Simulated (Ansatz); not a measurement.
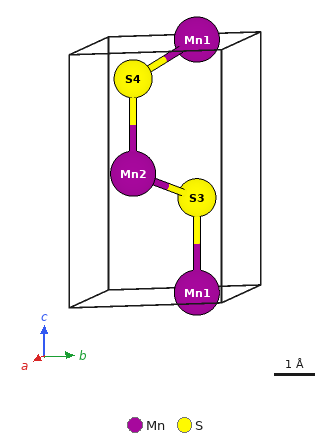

Fig. 1: The structure of run A (ball-and-stick view of the cell of the calculation, seen slightly off an axis; atoms are numbered from 1 in the order of the input). Near neighbours in the crystal (not all of them lie inside the picture): Mn has 4 S at 2.41 to 2.44 Å; S has 4 Mn at 2.41 to 2.44 Å.

**Two runs on MnS**

System: MnS (P6₃mc, 4 atoms in the cell).
Method of run A: DFT with r2SCAN, PAW plane waves, no spin polarisation (Ansatz 0.2.0).

The structure derives from an entry of the Crystallography Open Database. Text and figures count atoms from 1; the logs count them from 0 in places.

**Input, run A**
```yaml
crystal:
  lattice:
    - [3.986593, 0.0, 0.0]
    - [-1.993296, 3.452493, 0.0]
    - [0.0, 0.0, 6.430825]
  atoms:
    - { symbol: Mn, position: [0.3333, 0.6667, 0.0] }
    - { symbol: Mn, position: [0.6666, 0.3333, 0.5] }
    - { symbol: S, position: [0.3333, 0.6667, 0.375] }
    - { symbol: S, position: [0.6666, 0.3333, 0.875] }
  symmetry: { tolerance: 0.0003 }
kpoints:
  mp_grid: { grid: [5, 5, 3], shift: [0, 0, 0] }
magnetization:
  spin_polarized: false
scf:
  occupations: { method: fermi_dirac }
hamiltonian:
  pseudopotentials: { kind: paw }
  xc: r2scan
basis:
  ecutwfc: 500
output:
  forces: true
  stress: true
  eigenvalues: true
  write_density: true
  write_potential: true
  elf: true
  volumetric_format: npy
relax:
  max_steps: 40
  cell: {}
```

Launched with:
```bash
ansatz run input.yaml --threads 1 --pin off --max-ram 2560MiB --backend cpu --events-out ev --progress --plain --runs-dir out
```

Hardware: 1 thread of Intel Xeon (Emerald Rapids), 128 GiB of memory available, shared host.

**Output, shortened to warnings, some set-up lines, iterations and results (run A)**
```
Warning: the atoms were moved onto the symmetric positions of the space group found under crystal.symmetry.tolerance 3.0e-4 (fractional; no operation is sought that the atoms, as they stand in a round, miss by more than twice it, and no atom is moved by as much as it), and the run uses the moved positions. Before a round's move an operation carried an atom to 1.99e-4 Å from where it should land, …
Basis set: ecut = 500 eV, 2297 PW (Γ), exchange–correlation on 120×120×192 points (64 copies of the dense FFT grid, shifted against one another)
Symmetry: 12 space group operations
k-points: 10 of 75 (time reversal used)
Initial density: superposition of atomic densities (neutral atoms: chi_scale 0, normalization atom), corrected by the library's trained network
[...]
SCF iter   1: F=—  HF=-9617.366849 eV  |F-HF|=—  |Δ(HF+E_count)|=         —  Δρ=2.25e-2  dr2=8.30e-2  dr2_τ=9.29e-2  ethr=1.77e-3  ⟨swp⟩=5.5  Hψ=1050  notcnv=0
SCF iter   2: F=—  HF=-9617.568535 eV  |F-HF|=—  |Δ(HF+E_count)|=   2.02e-1  Δρ=1.28e-2  dr2=4.32e-2  dr2_τ=1.74e-3  ethr=1.98e-4  ⟨swp⟩=2.0  Hψ=599  notcnv=0
SCF iter   3: F=—  HF=-9617.581483 eV  |F-HF|=—  |Δ(HF+E_count)|=   1.29e-2  Δρ=1.07e-2  dr2=3.79e-2  dr2_τ=1.05e-3  ethr=1.03e-4  ⟨swp⟩=2.1  Hψ=521  notcnv=0
SCF iter   4: F=—  HF=-9617.574526 eV  |F-HF|=—  |Δ(HF+E_count)|=   6.96e-3  Δρ=2.31e-3  dr2=1.89e-3  dr2_τ=7.16e-5  ethr=9.03e-5  ⟨swp⟩=2.3  Hψ=356  notcnv=0
SCF iter   5: F=—  HF=-9617.574336 eV  |F-HF|=—  |Δ(HF+E_count)|=   1.90e-4  Δρ=9.62e-4  dr2=2.10e-4  dr2_τ=8.53e-6  ethr=4.50e-6  ⟨swp⟩=2.2  Hψ=400  notcnv=0
[... 102 lines ...]
SCF iter   6: F=—  HF=-9620.097420 eV  |F-HF|=—  |Δ(HF+E_count)|=   6.60e-9  Δρ=1.04e-6  dr2=6.92e-10  dr2_τ=2.37e-11  ethr=1.20e-11  ⟨swp⟩=2.2  Hψ=441  notcnv=0
SCF iter   7: F=—  HF=-9620.097420 eV  |F-HF|=—  |Δ(HF+E_count)|=  5.97e-10  Δρ=3.55e-7  dr2=5.21e-11  dr2_τ=5.79e-12  ethr=1.65e-12  ⟨swp⟩=2.0  Hψ=373  notcnv=0
SCF iter   8: F=-9620.097420 eV  HF=-9620.097420 eV  |F-HF|=1.82e-12  |Δ(HF+E_count)|=  3.82e-11  Δρ=1.07e-7  dr2=3.19e-12  dr2_τ=2.57e-13  ethr=1.00e-12  ⟨swp⟩=5.9  Hψ=1203  …
SCF 11 converged in 8 iterations: F = -9620.097420 eV  dr2 = 3.19e-12
relax step  11: F+E_penalty+E_count = -9620.09741956 eV  Δ(F+E_penalty+E_count) = +3.765e-3 eV  max|allowed force component| = 8.649e-3 eV/Å  Δτ_max = 0.0000 Å  P = -0.024 …
basis re-selected at this cell: Δ(F+E_penalty+E_count) = +3.765e-3 eV, ΔP = -0.029 GPa vs the last step (what re-selecting the basis moved, of the pressure what is left beyond the Pulay correction that the steps carried, after the strain that the cell walked since its last selection, with what the …
SCF converged after 8 iterations
Free energy (F): -9620.097420 eV
Harris-Foulkes:  -9620.097420 eV  (|F-HF|=1.82e-12)
Internal energy: -9619.995904 eV  (E = F + TS)
E sigma→0 (E₀):  -9620.046662 eV
Entropy (-TS):   -0.101515 eV (-25.379 meV/atom)
Fermi energy:    11.764038 eV
--- Per-component energies (eV) ---
  E_band       = -560.841678
  E_kinetic    = 841.267079
  E_local      = -4887.660113  (includes V_loc(G=0)·N_el)
  E_nonlocal   = 541.011713
  E_hartree    = 2036.213313
  E_xc         = -406.561409
  E_vxc        = -517.697823  (∫ρ·V_xc dr)
  E_paw        = -3839.976911  (= ΣΔE_a)
  E_vpaw       = -641.393441  (= ΣTr[D̂ρ^β])
  E_aug_tail   = -0.000007  (compensation charges beyond the density's cutoff)
  E_vtau       = 31.204309  (kinetic-family band-sum trace: ∫τ·v_τ [+ j·A + Jᵃ·Aᵃ] dr)
  E_ewald      = -3903.503950
  E_core_change = -0.785620  (= ΣΔE_core)
  E_smearing   = -0.101515  (= −TS)
  E_closure    = 0.000000  (closes the sum)
  Σ components = -9620.097420   (vs F -9620.097420, Δ=0.00e0)
--- Forces (eV/Å), atoms counted from 1 ---
  atom   1  Mn     0.00000000     0.00000000     0.00864787
  atom   2  Mn    -0.00000000    -0.00000000     0.00864787
  atom   3  S      0.00000000    -0.00000000    -0.00865018
  atom   4  S     -0.00000000    -0.00000000    -0.00865018
  max |Σ_I F_I| component: 4.63e-6 eV/Å
--- Stress (GPa, compression-positive) ---
       -0.024227      -0.000000       0.000000
       -0.000000      -0.024227       0.000000
        0.000000       0.000000      -0.023363
  P = ⅓ Tr σ = -0.0239 GPa (-0.239 kbar)
--- Relaxed structure (10 steps of the walk, 9 accepted, 1 SCFs on fresh bases) ---
  F+E_penalty+E_count = -9620.09741956 eV   max|allowed force component| = 8.649e-3 eV/Å   (the final SCF, on the basis selected at the relaxed cell)
  cell:  # Å, volume = 60.6183 Å³
[...]
```

For run B the input was changed thus:
```diff
-  pseudopotentials: { kind: paw }
+  pseudopotentials: { kind: paw, source: jth }
```

Predict how the results change.

The total energies belong to different models, so their difference says nothing on which is more stable or more accurate. The volume per atom goes from 15.15 to 15.26 Å³. The SCF takes 117 iterations over all geometry steps against 90. The two runs start from different initial densities, which also moves the count.

**Output, shortened to warnings, some set-up lines, iterations and results (run B)**
```
Warning: the atoms were moved onto the symmetric positions of the space group found under crystal.symmetry.tolerance 3.0e-4 (fractional; no operation is sought that the atoms, as they stand in a round, miss by more than twice it, and no atom is moved by as much as it), and the run uses the moved positions. Before a round's move an operation carried an atom to 1.99e-4 Å from where it should land, …
Warning: basis.ecutwfc = 500 eV is below the records' recommended 1290 eV, and the density's cutoff is lower with it unless basis.ecutrho_ratio is high enough to keep the records' density cutoff: compare with a run at a higher cutoff
Warning: [file] the checks of this Mn dataset prove no rule for summing its radial tables, as where they were carried onto another mesh than they were made on, and Gregory's rule is taken, under which a leading mesh point left out moves its sums only by what lay on the interval it spanned. That does not make them correct, and they differ from Quantum ESPRESSO's on this file; a re-export a …
Warning: [file] the checks of this S dataset prove no rule for summing its radial tables, as where they were carried onto another mesh than they were made on, and Gregory's rule is taken, under which a leading mesh point left out moves its sums only by what lay on the interval it spanned. That does not make them correct, and they differ from Quantum ESPRESSO's on this file; a re-export a fraction …
Basis set: ecut = 500 eV, 2297 PW (Γ), exchange–correlation on 120×120×192 points (64 copies of the dense FFT grid, shifted against one another)
Symmetry: 12 space group operations
k-points: 10 of 75 (time reversal used)
Initial density: superposition of atomic densities (chi_scale 0.1, normalization cell, long waves kept (reshape's long-wave potential 0.00 eV rms))
[...]
SCF iter   1: F=—  HF=-9615.743528 eV  |F-HF|=—  |Δ(HF+E_count)|=         —  Δρ=5.24e-2  dr2=1.25e0  dr2_τ=4.30e-2  ethr=2.99e-3  ⟨swp⟩=1.0  Hψ=1940  notcnv=0
SCF iter   2: F=—  HF=-9616.164000 eV  |F-HF|=—  |Δ(HF+E_count)|=   4.20e-1  Δρ=1.92e-2  dr2=1.25e-1  dr2_τ=2.78e-2  ethr=2.97e-3  ⟨swp⟩=2.2  Hψ=448  notcnv=0
SCF iter   3: F=—  HF=-9616.262897 eV  |F-HF|=—  |Δ(HF+E_count)|=   9.89e-2  Δρ=1.23e-2  dr2=7.49e-2  dr2_τ=4.01e-3  ethr=2.97e-4  ⟨swp⟩=2.3  Hψ=569  notcnv=0
SCF iter   4: F=—  HF=-9616.258217 eV  |F-HF|=—  |Δ(HF+E_count)|=   4.68e-3  Δρ=6.17e-3  dr2=1.55e-2  dr2_τ=2.03e-3  ethr=1.78e-4  ⟨swp⟩=2.1  Hψ=495  notcnv=0
SCF iter   5: F=—  HF=-9616.254487 eV  |F-HF|=—  |Δ(HF+E_count)|=   3.73e-3  Δρ=1.48e-3  dr2=1.34e-3  dr2_τ=8.41e-5  ethr=3.70e-5  ⟨swp⟩=1.2  Hψ=331  notcnv=0
[... 139 lines ...]
SCF iter   4: F=—  HF=-9618.698435 eV  |F-HF|=—  |Δ(HF+E_count)|=   2.32e-7  Δρ=2.35e-6  dr2=8.99e-10  dr2_τ=3.72e-10  ethr=1.20e-10  ⟨swp⟩=2.0  Hψ=370  notcnv=0
SCF iter   5: F=—  HF=-9618.698435 eV  |F-HF|=—  |Δ(HF+E_count)|=   4.44e-9  Δρ=6.55e-7  dr2=1.52e-10  dr2_τ=3.31e-11  ethr=2.14e-12  ⟨swp⟩=2.9  Hψ=546  notcnv=0
SCF iter   6: F=-9618.698435 eV  HF=-9618.698435 eV  |F-HF|=3.09e-11  |Δ(HF+E_count)|=  2.00e-10  Δρ=2.63e-7  dr2=2.82e-11  dr2_τ=4.29e-12  ethr=1.00e-12  ⟨swp⟩=9.1  Hψ=1640  …
SCF 16 converged in 6 iterations: F = -9618.698435 eV  dr2 = 2.82e-11
relax step  16: F+E_penalty+E_count = -9618.69843492 eV  Δ(F+E_penalty+E_count) = +2.042e-3 eV  max|allowed force component| = 5.633e-4 eV/Å  Δτ_max = 0.0000 Å  P = -0.010 …
basis re-selected at this cell: Δ(F+E_penalty+E_count) = +2.042e-3 eV, ΔP = -0.009 GPa vs the last step (what re-selecting the basis moved, of the pressure what is left beyond the Pulay correction that the steps carried, after the strain that the cell walked since its last selection, with what the …
SCF converged after 6 iterations
Free energy (F): -9618.698435 eV
Harris-Foulkes:  -9618.698435 eV  (|F-HF|=3.09e-11)
Internal energy: -9618.595645 eV  (E = F + TS)
E sigma→0 (E₀):  -9618.647040 eV
Entropy (-TS):   -0.102790 eV (-25.697 meV/atom)
Fermi energy:    12.229425 eV
--- Per-component energies (eV) ---
  E_band       = -541.181698
  E_kinetic    = 952.975179
  E_local      = -4276.198196  (includes V_loc(G=0)·N_el)
  E_nonlocal   = -220.045096
  E_hartree    = 1707.087855
  E_xc         = -390.344242
  E_vxc        = -520.473962  (∫ρ·V_xc dr)
  E_paw        = -3496.706595  (= ΣΔE_a)
  E_vpaw       = 74.449312  (= ΣTr[D̂ρ^β])
  E_aug_tail   = 0.002955  (compensation charges beyond the density's cutoff)
  E_vtau       = 33.932570  (kinetic-family band-sum trace: ∫τ·v_τ [+ j·A + Jᵃ·Aᵃ] dr)
  E_ewald      = -3894.590887
  E_core_change = -0.776620  (= ΣΔE_core)
  E_smearing   = -0.102790  (= −TS)
  E_closure    = 0.000000  (closes the sum)
  Σ components = -9618.698435   (vs F -9618.698435, Δ=0.00e0)
--- Forces (eV/Å), atoms counted from 1 ---
  atom   1  Mn    -0.00000000    -0.00000000     0.00056731
  atom   2  Mn    -0.00000000     0.00000000     0.00056731
  atom   3  S     -0.00000000    -0.00000000    -0.00055937
  atom   4  S      0.00000000     0.00000000    -0.00055937
  max |Σ_I F_I| component: 1.59e-5 eV/Å
--- Stress (GPa, compression-positive) ---
       -0.023279       0.000000      -0.000000
        0.000000      -0.023279       0.000000
       -0.000000       0.000000       0.016516
  P = ⅓ Tr σ = -0.0100 GPa (-0.100 kbar)
--- Relaxed structure (13 steps of the walk, 12 accepted, 3 SCFs on fresh bases) ---
  F+E_penalty+E_count = -9618.69843492 eV   max|allowed force component| = 5.633e-4 eV/Å   (the final SCF, on the basis selected at the relaxed cell)
  cell:  # Å, volume = 61.0391 Å³
    - [3.3854264299171213, -2.451436906539005e-7, -1.607972790641263e-33]
    - [-1.6927130026578971, 2.931865413523331, -5.3132681546088204e-33]
[...]
```

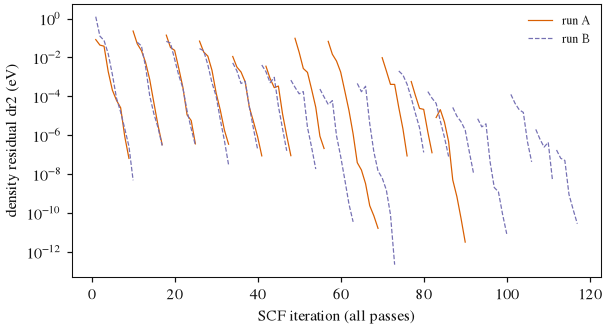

Fig. 2: Convergence of the two runs: density residual dr2 against the SCF iteration. A break in a curve parts two SCF passes. Run A takes 90 iterations in all, and run B takes 117.

**The two runs side by side**

| quantity | run A | run B |
| --- | --- | --- |
| outcome | converged | converged |
| free energy per atom (eV) | −2405.0244 | −2404.6746 |
| energy per atom, smearing taken to zero (eV) | −2405.0117 | −2404.6618 |
| pressure (GPa) | −0.02 | −0.01 |
| volume per atom (Å³) | 15.15 | 15.26 |
| largest force (eV/Å) | 0.009 | 0.001 |
| SCF iterations | 90 | 117 |
| irreducible k-points | 10 | 10 |
| wall time (shared host) | 46 s | 61 s |

For both runs: The run has no spin polarisation, so a magnetic state may lie lower. For run A: Warnings: the structure was made exactly symmetric. For run B: Warnings: the cutoff is below the recommended one; the structure was made exactly symmetric.
